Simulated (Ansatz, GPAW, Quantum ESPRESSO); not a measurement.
# Simulated XPS, UPS and emission spectra of BN

Wanted: projected DOS of BN, weighted into photoemission and X-ray emission spectra, at several levels of theory.

Program: Ansatz 0.2.0, Quantum ESPRESSO 7.5 and GPAW 26.7.0. Level of theory: DFT, PBE, plane-wave PAW, default files, scalar-relativistic, in the first sound run; inputs show where later runs differ. Results are calculated unless marked as measured.

The database entry behind the starting cell has ideal inner coordinates that were not refined, so it need not match the best structure at ambient conditions.

### 1. The structure

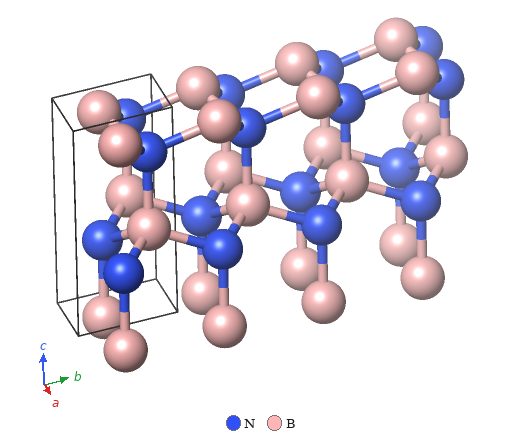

The starting structure, seen slightly off an axis (nitrogen blue, boron pink). 2×4×1 cells are drawn. Some periodic images of atoms are drawn too.

As a file:

```cif
data_structure
_symmetry_space_group_name_H-M 'P6_3mc'
_symmetry_Int_Tables_number 186
_cell_length_a 2.5360
_cell_length_b 2.5360
_cell_length_c 4.1990
_cell_angle_alpha 90.000
_cell_angle_beta 90.000
_cell_angle_gamma 120.000
_cell_volume 23.39
loop_
_atom_site_label
_atom_site_type_symbol
_atom_site_symmetry_multiplicity
_atom_site_Wyckoff_symbol
_atom_site_fract_x
_atom_site_fract_y
_atom_site_fract_z
_atom_site_occupancy
N1 N 2 b 0.33333 0.66667 0.87500 1
B1 B 2 b 0.33333 0.66667 0.50000 1
```

### 2. Self-consistent run, DOS and bands

First the ground state, then the DOS by atom and shell, which the cross sections turn into spectra. The DOS is taken on a denser mesh than the density.

input.yaml

```yaml
crystal:
  lattice:
    - [2.536, 0.0, 0.0]
    - [-1.268, 2.196240424, 0.0]
    - [0.0, 0.0, 4.199]
  atoms:
    - { symbol: "N", position: [0.3333333333, 0.6666666667, 0.875] }
    - { symbol: "N", position: [0.6666666667, 0.3333333333, 0.375] }
    - { symbol: B, position: [0.3333333333, 0.6666666667, 0.5] }
    - { symbol: B, position: [0.6666666667, 0.3333333333, 0.0] }
kpoints:
  mp_grid: { grid: [12, 12, 6] }
  band_path:
    path:
      - [[0.0, 0.0, 0.0], [0.5, 0.0, 0.0], [0.333333, 0.333333, 0.0], [0.0, 0.0, 0.0], [0.0, 0.0, 0.5], [0.5, 0.0, 0.5], [0.333333, 0.333333, 0.5], [0.0, 0.0, 0.5]]
      - [[0.5, 0.0, 0.5], [0.5, 0.0, 0.0]]
      - [[0.333333, 0.333333, 0.5], [0.333333, 0.333333, 0.0]]
    npoints: 10
scf:
  occupations: { method: fermi_dirac, width: 0.02 }
  n_extra_bands: 12
hamiltonian:
  xc: pbe
  pseudopotentials: { kind: paw }
output:
  forces: true
  stress: true
  dos:
    projected: true
    de: 0.05
    e_range: [-30, 12]
    nscf_kmesh: { grid: [24, 24, 10] }
  fatbands: true
```

The run is started by

```sh
$ ansatz run input.yaml --threads 2 --pin off --max-ram 6144MiB --backend cpu --events-out ev --progress --plain --runs-dir out
```

Numbers of over 12 decimals in the logs are rounded to 6 here.

What it wrote:

```text
scf.n_extra_bands = 12 over 8 filled bands (N_el = 16.0): the run solves 20 bands
Engine: ansatz 0.2.0, aarch64-unknown-linux-gnu
Pseudopotentials: kind: paw
Pseudopotential: N, paw, valence charge 5, recommended cutoff 420 eV (normal), N.paw.azcp
Pseudopotential: B, paw, valence charge 3, recommended cutoff 420 eV (normal), B.paw.azcp
Functional definition: PBE
  parameter kappa = 0.804
  parameter beta = 0.066725
  exchange = pbe_x(kappa = kappa, mu = beta*pi^2/3)
  correlation = pbe_c(beta = beta)
Crystal: 4 atoms, lattice volume = 23.387 Å³
Basis set: ecut = 420 eV, 465 PW (Γ), exchange–correlation on 36×36×60 points (8 copies of the dense FFT grid, shifted against one another)
Bands: 20, of which v1, the nominal top of the filled ones, is band 8 counted from 1 (7 counted from 0)
Symmetry: 12 space group operations
Space group: P63mc (ITA 186), of the structure as read, at distance tolerance 2.9e-5 Å
k-points: 76 of 864 (time reversal used)
Non-local potential: N, projectors of the file, l = 0: 2, l = 1: 2, l = 2: 1
Non-local potential: B, projectors of the file, l = 0: 2, l = 1: 2, l = 2: 1
PAW form: soft (Blöchl's): semilocal exchange-correlation on the pseudo side does not see the compensation charge
PAW one-centre angular grid: N, 110 points (default); XC on 64 Gauss nodes
PAW one-centre angular grid: B, 110 points (default); XC on 64 Gauss nodes
Initial density: superposition of atomic densities (neutral atoms: chi_scale 0, normalization atom), corrected by the library's trained network
Initial wavefunctions: pseudopotential atomic-orbital guess
Functional: x = pbe(κ = 0.804, μ = 0.219515), c = pbe(β = 0.066725)
SCF iter   1: F=—  HF=-1084.470307 eV  |F-HF|=—  |Δ(HF+E_count)|=         —  Δρ=3.05e-3  dr2=1.12e-3  ethr=1.77e-3  ⟨swp⟩=4.8  Hψ=6906  notcnv=0  defer=113
preconditioner: auto → none  [insulator: Δε(μ)=5.200 eV  Ē_g=23.621 eV  σ=0.020 eV  W_gap=1.00  n_scr=2 (ndim 8)  ℏωp=30.7 eV  f_vac=0.000  D(μ)=0.00/eV (n_scr^D=0)  ε∞_Penn≈2.7]
SCF iter   2: F=—  HF=-1084.470603 eV  |F-HF|=—  |Δ(HF+E_count)|=   2.95e-4  Δρ=1.24e-3  dr2=1.58e-4  ethr=7.00e-6  ⟨swp⟩=2.9  Hψ=3224  notcnv=0  defer=268
SCF iter   3: F=—  HF=-1084.470756 eV  |F-HF|=—  |Δ(HF+E_count)|=   1.54e-4  Δρ=1.57e-4  dr2=1.87e-6  ethr=9.89e-7  ⟨swp⟩=2.4  Hψ=1855  notcnv=0  defer=268
SCF iter   4: F=—  HF=-1084.470763 eV  |F-HF|=—  |Δ(HF+E_count)|=   6.57e-6  Δρ=1.84e-5  dr2=3.78e-8  ethr=1.17e-8  ⟨swp⟩=2.1  Hψ=1797  notcnv=0  defer=268
iter 5 did not close the SCF: its close was put off for the readings that it lacked (scf_convergence_deferred on its scf_iter line)
SCF iter   5: F=-1084.470763 eV  HF=-1084.470763 eV  |F-HF|=1.46e-9  |Δ(HF+E_count)|=   5.78e-8  Δρ=3.37e-6  dr2=1.10e-9  ethr=2.36e-10  ⟨swp⟩=2.3  Hψ=1785  notcnv=0  defer=268
SCF iter   6: F=-1084.470763 eV  HF=-1084.470763 eV  |F-HF|=2.96e-12  |Δ(HF+E_count)|=   1.66e-9  Δρ=4.56e-7  dr2=2.76e-11  ethr=6.87e-12  ⟨swp⟩=5.1  Hψ=5868  notcnv=0
SCF 1 converged in 6 iterations: F = -1084.470763 eV  dr2 = 2.76e-11
  greatest PAW one-centre occupation: 0.789 electrons in one spin orbital (limit 2), on the N atom at site 1 (counted from 0), in its partial waves of l = 0
NSCF: frozen V_eff on 93 k-points
NSCF: frozen V_eff on 366 k-points
SCF converged after 6 iterations
Free energy (F): -1084.470763 eV
Harris-Foulkes:  -1084.470763 eV  (|F-HF|=2.96e-12)
Internal energy: -1084.470763 eV  (E = F + TS)
E sigma→0 (E₀):  -1084.470763 eV
Fermi energy:    14.102994 eV
--- Per-component energies (eV) ---
  E_band       = 54.695393
  E_kinetic    = 372.608588
  E_local      = -350.527840  (includes V_loc(G=0)·N_el)
  E_nonlocal   = 113.399182
  E_hartree    = 98.591909
  E_xc         = -187.254756
  E_vxc        = -232.937652  (∫ρ·V_xc dr)
  E_paw        = -413.031680  (= ΣΔE_a)
  E_vpaw       = -45.030905  (= ΣTr[D̂ρ^β])
  E_aug_tail   = 0.000204  (compensation charges beyond the density's cutoff)
  E_ewald      = -718.256371
  E_smearing   = -0.000000  (= −TS)
  E_closure    = -0.000000  (closes the sum)
  Σ components = -1084.470763   (vs F -1084.470763, Δ=0.00e0)
--- Forces (eV/Å), atoms counted from 1 ---
  atom   1  N     -0.00000000     0.00000000    -0.05538054
  atom   2  N      0.00000000    -0.00000000    -0.05538054
  atom   3  B     -0.00000000    -0.00000000     0.05537628
  atom   4  B      0.00000000     0.00000000     0.05537628
  max |Σ_I F_I| component: 8.53e-6 eV/Å
--- Stress (GPa, compression-positive) ---
        8.364225       0.000000      -0.000000
        0.000000       8.364225       0.000000
        0.000000       0.000000       7.211428
  P = ⅓ Tr σ = 7.9800 GPa (79.800 kbar)
--- Band table (eV; the first three rows and the last of 76) ---
  k-point 0: bands = [... 4 lower, 9.3605, 11.2472, 11.4939, 11.4939, 19.9482, 19.9482, 20.1246, 21.1760, ... 8 higher]
  k-point 1: bands = [... 4 lower, 9.4785, 10.3398, 11.3168, 11.3168, 20.1480, 20.1480, 20.5056, 21.1679, ... 8 higher]
  k-point 2: bands = [... 4 lower, 9.8153, 9.8153, 10.8671, 10.8671, 20.7040, 20.7040, 20.9628, 21.1476, ... 8 higher]
  k-point 75: bands = [... 4 lower, 3.6778, 3.6778, 8.4436, 8.4436, 20.8846, 20.8846, 21.7440, 21.7440, ... 8 higher]
```

Run time: 7.1 s. Hardware: 2 threads of Arm Neoverse V2, shared host; peak memory 0.31 GiB; 14 s of CPU time.

Numbers from this step:

```yaml
free_energy: -1084.4708 eV
fermi_energy: 14.10 eV
symmetry_operations: 12
pressure: 7.980 GPa
gap_on_the_k_mesh: 5.218 eV
zero_of_energy: valence-band maximum
share_of_occupied_states_in_no_projected_shell: 0.0026 of the occupied states in the window
gap_on_the_path: 5.218 eV
least_direct_gap_on_the_path: 8.355 eV
valence_top_on_path: 0 eV
```

Electronic bands along the path, in eV, zero at the valence-band maximum; v1 is the highest filled band, c1 the lowest empty one:

```csv
point,v4,v3,v2,v1,c1
Γ,-2.13,-0.25,0.00,0.00,8.45
M,-6.95,-5.03,-4.44,-2.14,6.78
K,-7.25,-5.51,-5.45,-5.45,5.22
Γ,-2.13,-0.25,0.00,0.00,8.45
A,-1.18,-1.18,-1.18,-1.18,9.61
L,-3.81,-3.81,-3.59,-3.59,6.65
H,-7.82,-7.82,-3.05,-3.05,9.39
A,-1.18,-1.18,-1.18,-1.18,9.61
jump to L,-3.81,-3.81,-3.59,-3.59,6.65
M,-6.95,-5.03,-4.44,-2.14,6.78
jump to H,-7.82,-7.82,-3.05,-3.05,9.39
K,-7.25,-5.51,-5.45,-5.45,5.22
```

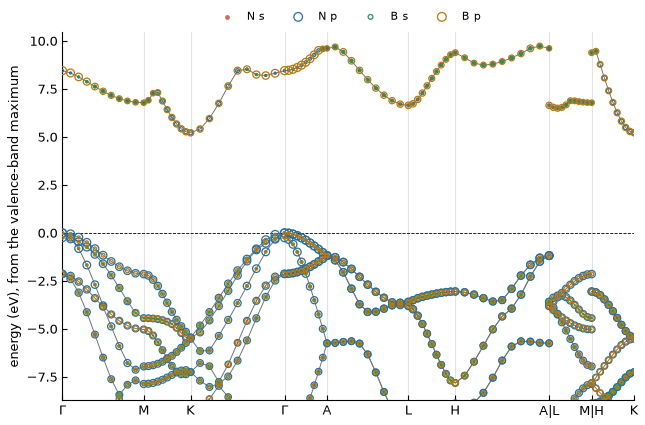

Electronic bands along the path; dots are coloured as in the legend, and their area grows with the weight.

The DOS has structure finer than the step of the table below, so its rows give means over 2.5 eV, whole bins alone (the curve runs from -22.0 to 14.5 eV). Peaks (eV: height): total -14.96: 1.83, -3.06: 2.77, 10.74: 3.07, 12.64: 2.27; N 2p -8.96: 0.944, -7.66: 0.859, -3.06: 1.98, 10.74: 0.535; B 2p 8.14: 0.845, 9.34: 1.01, 10.74: 1.51, 12.64: 0.884; B 2s 10.64: 0.397, 11.74: 0.312, 12.64: 0.459, 14.44: 0.399; N 2s -14.96: 1.08, 8.14: 0.250, 11.14: 0.230.

The DOS by E, zero at the valence-band maximum; means over each step; values in states/eV/cell:

```csv
E (eV),total,N 2p,B 2p,B 2s,N 2s
-20.0,0.174,0.00789,0.0438,0.0525,0.0694
-17.5,0.636,0.0386,0.204,0.0999,0.290
-15.0,0.790,0.0203,0.275,0.0424,0.449
-12.5,0,0,0,0,0
-10.0,0.622,0.379,0.126,0.0930,0.0208
-7.5,1.06,0.656,0.225,0.121,0.0589
-5.0,1.43,0.943,0.373,0.0746,0.0399
-2.5,1.52,1.11,0.364,0.0273,0.0155
0.0,0.160,0.134,0.0238,6.5e-4,6.5e-4
2.5,0,0,0,0,0
5.0,0.0264,0.00656,0.0142,5.9e-5,6.0e-5
7.5,1.04,0.128,0.538,0.0788,0.172
10.0,1.54,0.241,0.818,0.160,0.141
12.5,1.66,0.329,0.664,0.316,0.153
```

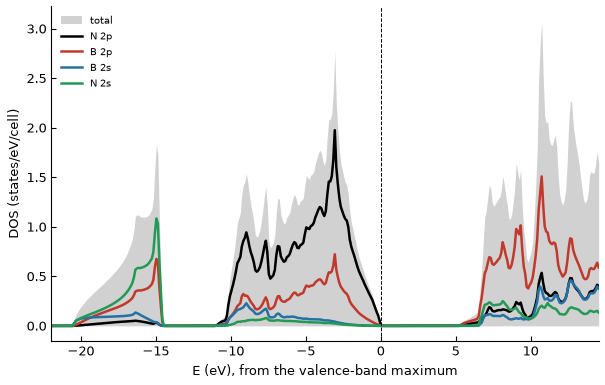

DOS, plotted against E.

Simulated valence spectra by photon energy, shown to 13 eV, since a deeper line would dwarf them at some energies; the 100 % can be that line's tail at the edge; this run's widths, added to any smearing of the DOS itself: Gaussian 0.2 eV, Lorentzian 0.1 eV plus 0.03 an eV of depth. Table of intensity by binding energy, zero at the valence-band maximum; values in % of the maximum within 13 eV:

```csv
binding energy (eV),21.2 eV,40.8 eV,150 eV,1486.7 eV,8047.8 eV
0,3.58,3.76,3.86,2.74,1.85
2,52.4,53.1,52.9,31.5,17.6
4,74.4,74.6,77.4,67.4,52.4
6,49.6,50.8,58.1,77.6,73.1
8,41.8,44.4,55.7,94.9,95.1
10,21.4,22.6,27.6,42.1,39.9
12,-,1.71,3.45,12.6,14.9
```

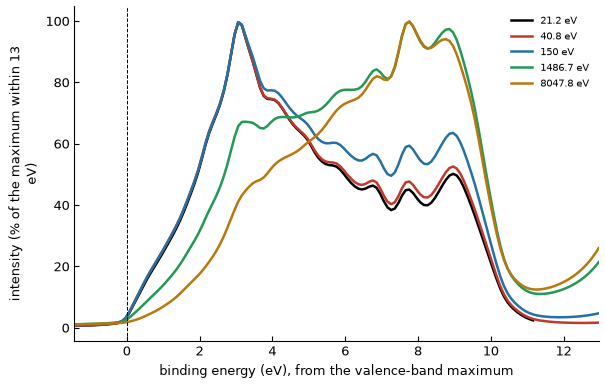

Intensity against binding energy.

Maxima picked by a test of local sharpness, so broad peaks and shoulders can be missing; peaks within 0.45 eV of a curve's cut are left out. Valence peaks, by row:

```csv
photon energy (eV),binding energy (eV),height (% of the maximum within 13 eV),main shell,its share (%)
21.2,8.988,50.21,N 2p,78.17
21.2,7.738,45.21,N 2p,79.07
21.2,6.738,46.4,N 2p,78.73
21.2,3.088,100,N 2p,81.8
40.8,15.14,24.96,N 2s,64.92
40.8,8.938,52.61,N 2p,81.47
40.8,7.738,47.83,N 2p,81.58
40.8,6.738,48.05,N 2p,82.98
40.8,3.088,100,N 2p,89.26
150,15.14,99.47,N 2s,92.72
150,8.938,63.64,N 2p,67.4
150,7.738,59.52,N 2p,65.61
150,6.788,56.78,N 2p,70.21
150,3.088,100,N 2p,89.33
1487,15.09,521.8,N 2s,98.06
1487,8.838,97.5,N 2s,46.42
1487,7.738,100,N 2s,55.72
1487,6.838,84.32,N 2s,54.8
1487,3.188,67.26,N 2p,51.35
8048,15.09,643.5,N 2s,98.62
8048,8.738,94.13,N 2s,61.52
8048,7.738,100,N 2s,69.11
8048,6.888,82.06,N 2s,70.06
```

The intensity has structure finer than the step of the table below, so its rows give means over 2 eV, whole bins alone (the curve runs from -22.0 to 1.44 eV). Peaks (eV: height): N K -3.2: 99.8; N K, E along x -3.1: 86.5; N K, E along y -3.1: 86.5; N K, E along z -3.2: 127; B K -15.2: 68.6, -3.2: 100.0.

Shapes are the site's partial DOS without matrix elements, which overweights lines from ligand s bands. Intensity against emission energy less the core level's binding energy, zero at the valence-band maximum; means over each step; 7 of 8 lines; values in % of the unpolarised maximum:

```csv
emission energy less the core level's binding energy (eV),N K,"N K, E along x","N K, E along y","N K, E along z",B K,"B K, E along x","B K, E along y"
-20,0.714,0.710,0.710,0.720,9.01,8.93,8.93
-18,2.20,2.21,2.21,2.19,29.3,29.1,29.1
-16,2.62,2.63,2.63,2.61,57.7,58.0,58.0
-14,0.927,0.951,0.951,0.879,19.8,21.0,21.0
-12,1.54,1.41,1.41,1.81,2.66,2.54,2.54
-10,24.1,24.0,24.0,24.3,22.1,20.6,20.6
-8,44.4,44.6,44.6,43.8,40.7,41.1,41.1
-6,51.6,53.1,53.1,48.6,54.2,56.6,56.6
-4,80.0,76.9,76.9,86.1,83.7,81.1,81.1
-2,60.2,61.2,61.2,58.2,49.7,50.0,50.0
0,9.50,10.8,10.8,6.87,4.82,5.38,5.38
```

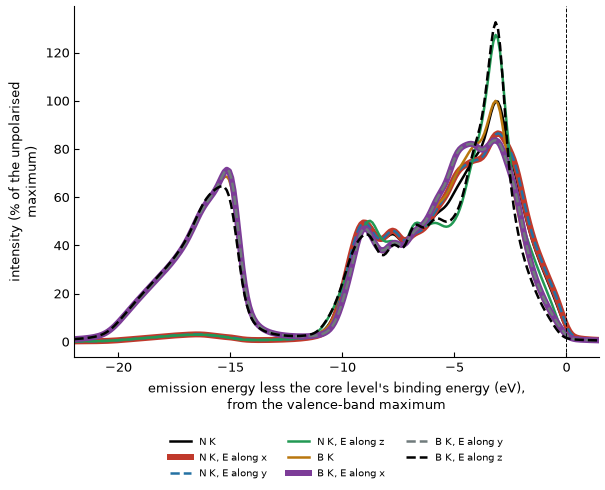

Intensity against emission energy less the core level's binding energy.

Sums over each group's atoms; left-over states aren't shared out by site. Site centres, by row:

```csv
group,element,shell,occupied states,centre of occupied part (eV),centre up to the window's top (eV)
N1,N,2s,2.359,-14.98,-6
N1,N,2p,8.216,-5.273,-1.921
B3,B,2s,1.279,-11.12,1.906
B3,B,2p,4.086,-8.763,2.409
```

Shapes are the site's partial DOS without matrix elements, which overweights lines from ligand s bands. Emission peaks, by row:

```csv
line,energy (eV),height (%)
N K,-8.938,49.29
N K,-7.788,44.68
N K,-3.138,100
"N K, E along x",-9.038,49.6
"N K, E along x",-7.738,46.13
"N K, E along x",-3.038,86.54
"N K, E along y",-9.038,49.6
"N K, E along y",-7.738,46.13
"N K, E along y",-3.038,86.54
"N K, E along z",-8.788,50.26
"N K, E along z",-6.688,49.46
"N K, E along z",-5.888,49.35
"N K, E along z",-3.138,127.6
B K,-15.19,68.67
B K,-8.988,46.31
B K,-7.688,40.84
B K,-3.138,100
"B K, E along x",-15.14,71.47
"B K, E along x",-8.988,47.16
"B K, E along x",-7.688,41.11
"B K, E along x",-4.288,82.19
"B K, E along x",-3.188,83.69
"B K, E along y",-15.14,71.47
"B K, E along y",-8.988,47.16
"B K, E along y",-7.688,41.11
"B K, E along y",-4.288,82.19
"B K, E along y",-3.188,83.69
"B K, E along z",-15.39,64.55
"B K, E along z",-8.938,44.69
"B K, E along z",-7.688,40.3
"B K, E along z",-6.688,48.64
"B K, E along z",-5.788,51.24
"B K, E along z",-3.138,132.7
```

The broadened DOS, unweighted empty DOS has structure finer than the step of the table below, so its rows give means over 1 eV, whole bins alone (the curve runs from -0.963 to 13.9 eV). Peaks (eV: height): 9.1: 1.44, 10.7: 2.46, 12.7: 2.01.

Broadened DOS, unweighted empty DOS against E, zero at the valence-band maximum; means over each step:

```csv
E (eV),"broadened DOS, unweighted empty DOS (states/eV/cell)"
4,0
5,0.00907
6,0.113
7,0.942
8,1.30
9,1.31
10,1.13
11,2.16
12,1.58
13,1.77
```

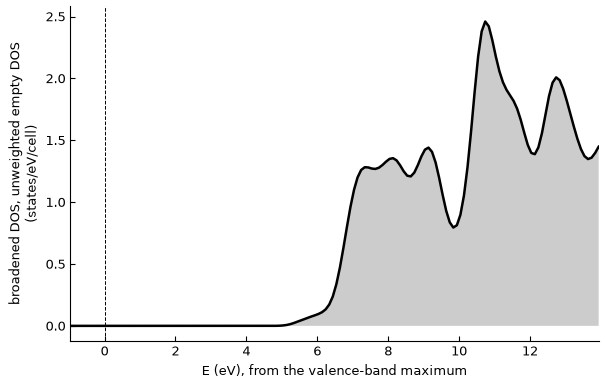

Broadened DOS, unweighted empty DOS, plotted against E.

Recipe: projected DOS times atomic cross section and asymmetry factor (linear light, 30° from the polarisation), occupied states only, Fermi edge at 20 K, a Lorentzian width of 0.1 eV growing by 0.03 eV per eV of binding energy, and a resolution of 0.2 eV. Curves are cut 10 eV under the photon energy, above any shell that the free atom's threshold puts out of reach, or at the lower edge of the window: 11.2 eV at 21.2 eV, 22 eV at 40.8 eV, 22 eV at 150 eV, 22 eV at 1486.7 eV and 22 eV at 8047.8 eV. Matrix elements of the solid and inelastic losses aren't modelled, nor non-dipole terms, which matter above 3 keV.

Share of each shell in the spectrum's area (%), by photon energy:

```csv
shell,21.2 eV,40.8 eV,150 eV,1486.7 eV,8047.8 eV
N 2s,0.0,9.9,38.0,81.2,89.2
N 2p,80.8,74.7,50.2,7.7,1.3
B 2s,2.7,5.0,8.7,10.9,9.5
B 2p,16.5,10.4,3.2,0.3,0.0
```

At this lattice the functional leaves a pressure of 8.0 GPa, which widens the bands against the functional's own equilibrium.

(Part 1 of 7 ends here.)

[Logs are printed without paths, hosts, clocks, repeated set-up lines and the standing remarks that a program may print on its own settings, such as how far it seeks lower states.]

[Hosts, paths, dates, database ids (printed as entryN), source tags and the programs' standing remarks are cut or masked in the printed files.]

[Maps of the electrostatic potential energy from Ansatz leave out the sawtooth potential of an applied field or a dipole correction, so their vacuum need not be flat; work functions include it.]

[Peak lists hold at most the 14 tallest peaks of each spectrum; further lines can be left out.]
